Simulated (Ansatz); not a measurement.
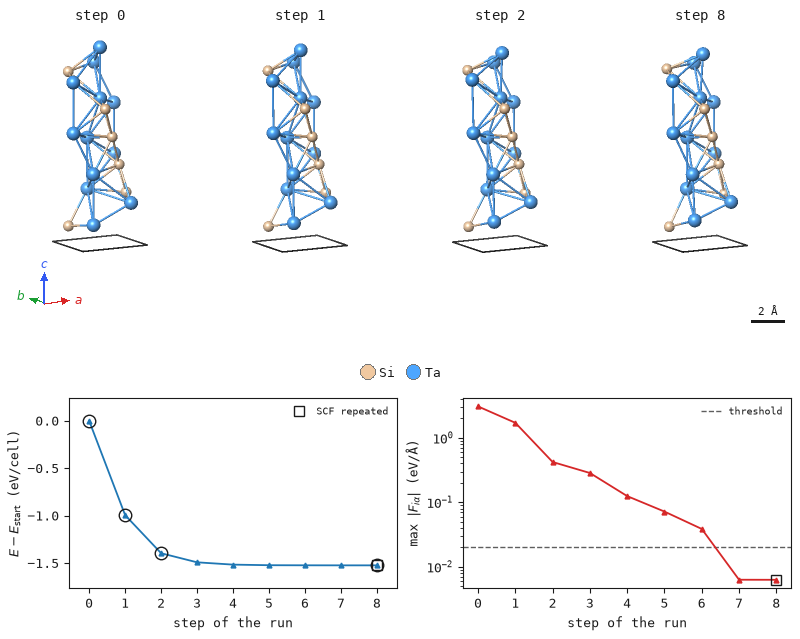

Frames of a relaxation of a slab of composition Ta₂Si (cut from the I4/mcm phase), marked on the history of the run. Style: ball-and-stick. Shown: the cell of the calculation, outlined in the plane, without the vacuum (origin shifted), slightly off an axis.

The slab is the (1 0 1) face of Ta2Si.

Method: DFT PBEsol, scalar-relativistic, plane waves, PAW (Ansatz). Settings: plane-wave cutoff 420 eV; k-point mesh 7 × 7 × 1; occupations gaussian; smearing width 0.1 eV; no spin polarisation; dipole correction; atoms relaxed in a fixed cell; force threshold 0.02 eV/Å; at most 60 steps.

Describe the path.

Answer. The energy falls by 1.523 eV per cell of the calculation in 7 accepted moves (8 points after the start). Largest force component: 3.1 eV/Å at the start, 0.0063 eV/Å at the end. 1 step only repeated the SCF at the same geometry. The atom that moves furthest relative to the layer's centre is a Ta atom (0.48 Å at 24° to the normal (−c side)). By element the largest moves are Ta 0.48 Å, Si 0.19 Å. The cell stays as it was. Some distances before and after: Ta–Ta 3.218 → 2.782 Å, Ta–Ta 3.218 → 2.896 Å, Ta–Ta 2.937 → 2.744 Å, Ta–Ta 3.249 → 3.056 Å. Bond angles that change, for instance: Ta–Ta–Si 96.6° → 113.4°, Ta–Ta–Ta 101.8° → 118.1°, Ta–Ta–Ta 120.9° → 136.7°. Cost: 14 min on 4 threads of Arm Neoverse V1 (shared host), peak memory 2.4 GiB. From step 0 to 1: a Ta atom moves most (0.19 Å), energy −0.994 eV per cell of the calculation. From step 1 to 2: a Ta atom moves most (0.19 Å), energy −0.401 eV per cell of the calculation. From step 2 to 8: a Ta atom moves most (0.14 Å), energy −0.128 eV per cell of the calculation.
